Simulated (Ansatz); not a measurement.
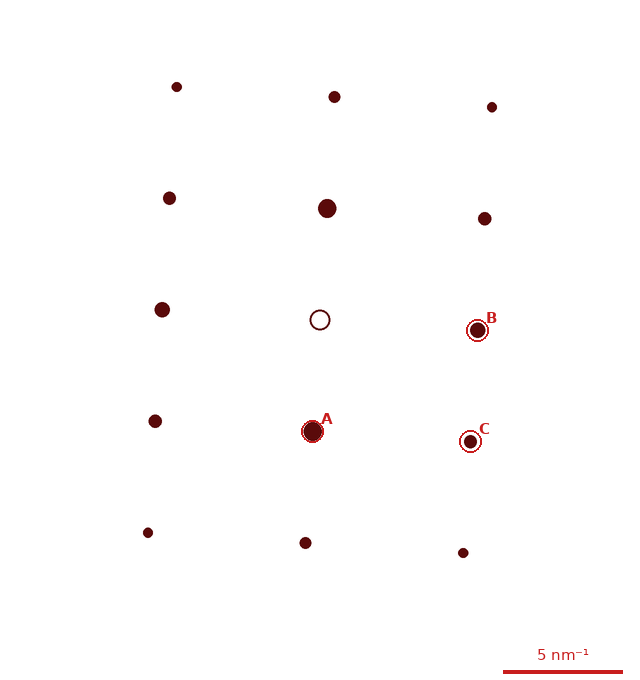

Simulated selected-area electron diffraction pattern (200 kV, kinematic approximation, thin crystal, B = 0.8 Å² for all atoms). The zone axis points towards the electron source and the pattern is seen from the source side.

Ru, space group Im-3m (No. 229), a = 3.001 Å. Structure: the input geometry of an electronic-structure calculation (not necessarily at equilibrium); the starting structure was generated, so it need not be a known form of this composition.

```
Ru
1.0
     3.00071    0.00000    0.00000
     0.00000    3.00071    0.00000
     0.00000    0.00000    3.00071
Ru
2
Direct
  0.00000 0.00000 0.00000
  0.50000 0.50000 0.50000
```

Spot A is indexed -1 1 0 and spot B 0 0 2.

> Give hkl for C.

C = A + B = -1 1 2 (d = 1.225 Å).

> Find the zone axis.

The cross product of A and B is parallel to [110]; every spot obeys hu + kv + lw = 0.
